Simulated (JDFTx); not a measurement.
# ZnSe: 7 runs along one coordinate

System: ZnSe (2 atoms in the cell).
Method: Kohn-Sham DFT of a periodic cell, PBEsol, PseudoDojo-SR-PBEsol-0.4.1-standard, no spin polarisation (JDFTx 1.7.0 (patched build)).

The 7 runs differ only in the geometry, by an even scaling of the cell at fixed fractional positions. The structure derives from an entry of the Crystallography Open Database.

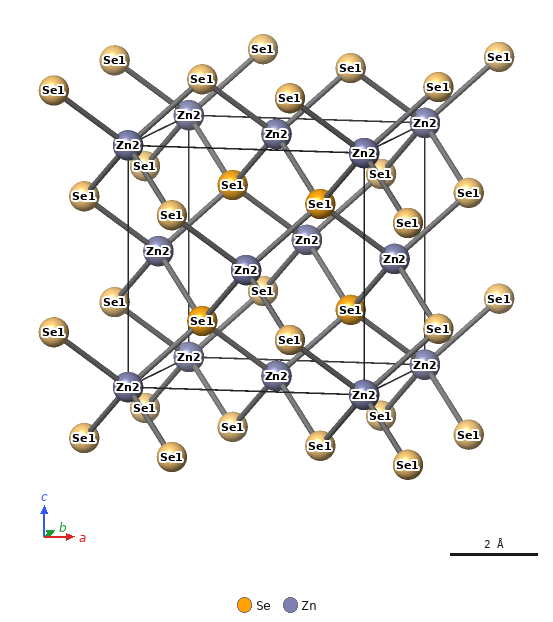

Figure 1. The structure of run 4 (ball-and-stick view of the cell 4 times as large as that of the calculation, set on its symmetry axes, seen slightly off an axis; neighbours outside the cell are drawn fainter; atoms are numbered from 1 in the order of the input). An atom can appear more than once, as a periodic image.

## Input of run 4
```
lattice \
    0.0000000000     5.3551058920     5.3551058920 \
    5.3551058920     0.0000000000     5.3551058920 \
    5.3551058920     5.3551058920     0.0000000000
coords-type Lattice
ion Se     0.7500000000     0.7500000000     0.7500000000 1
ion Zn     0.0000000000     0.0000000000     0.0000000000 1

ion-species pseudo/Se.upf
ion-species pseudo/Zn.upf
elec-cutoff 43 344
elec-ex-corr gga-PBEsol
kpoint-folding 8 8 8
elec-smearing Fermi 0.0018374661
elec-n-bands 25
electronic-SCF nIterations 100 energyDiffThreshold 1e-09
electronic-minimize nIterations 30 energyDiffThreshold 1e-7
forces-output-coords Cartesian

dump-name run.$VAR
dump End Ecomponents EigStats BandEigs Kpoints Forces Stress
```

Command:
```bash
jdftx -c 1 -i ZnSe.in -o ZnSe.out
```

Run 5 differs from it as follows:
```diff
-    0.0000000000     5.3551058920     5.3551058920 \
-    5.3551058920     0.0000000000     5.3551058920 \
-    5.3551058920     5.3551058920     0.0000000000
+    0.0000000000     5.3905712030     5.3905712030 \
+    5.3905712030     0.0000000000     5.3905712030 \
+    5.3905712030     5.3905712030     0.0000000000
```

## Results, with one run withheld

```tsv
run	volume per atom (Å³)	free energy per atom, from the lowest run given (meV)	pressure (GPa)	gap on the mesh (eV)
1	21.391	8.77	3.09	1.42
2	21.846	2.26	1.51	1.33
3	22.301	0.00	0.09	1.25
4	22.757	1.56	−1.18	1.17
5	23.212	?	?	?
6	23.667	14.50	−3.31	1.02
7	24.122	25.21	−4.21	0.95
```

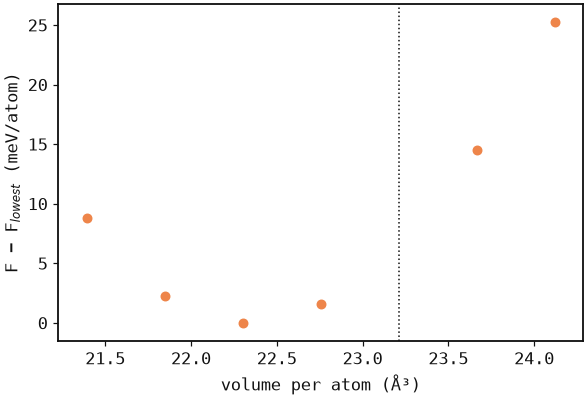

Figure 2. Free energy per atom of the runs given; the dotted line marks run 5.

Fit the runs given and predict run 5.

A cubic polynomial in V^(−2/3) (the Birch–Murnaghan form), fitted to the 6 runs given, misses them by under 0.01 meV per atom. With x = V^(−2/3) − 0.12493 Å⁻², it reads F = 0.8522 − 1482.7 x + 6.3773e+05 x² + 1.3025e+06 x³ (meV per atom). At run 5 it gives 6.51 meV per atom, and the run itself gives 6.52. The slope of the fit gives a pressure −dF/dV of −2.30 GPa there, and the run prints −2.30 GPa. The fit has its minimum at 22.335 Å³ per atom, where V d²F/dV² gives 65.1 GPa: the bulk modulus at this level, since symmetry fixes the shape and the positions. The gap on the mesh goes, without turning, from 1.42 eV in run 1 to 0.95 eV in run 7; run 5 has 1.09 eV. These are gaps of this functional on this mesh, which can miss the band edges; they aren't the measured gap.

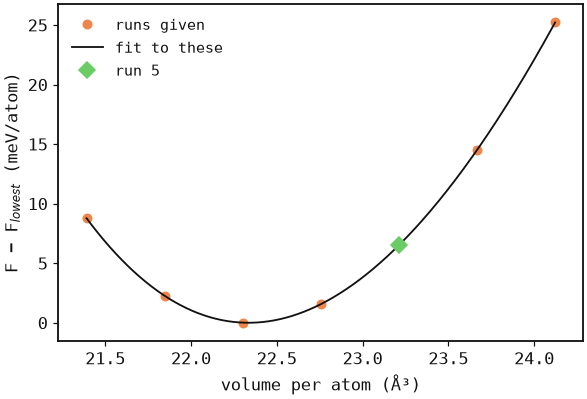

Figure 3. The fit and the withheld run.

## Some lines of the output (run 5)
```
[...]
unit cell volume = 313.281
     Etot =     -317.9350238726301541
        F =     -317.9350238790345884
	HOMO-LUMO gap: +0.040169
	Optical gap  : +0.040169 at state 0 ( [ +0.000000 +0.000000 +0.000000 ] spin 0 )
```
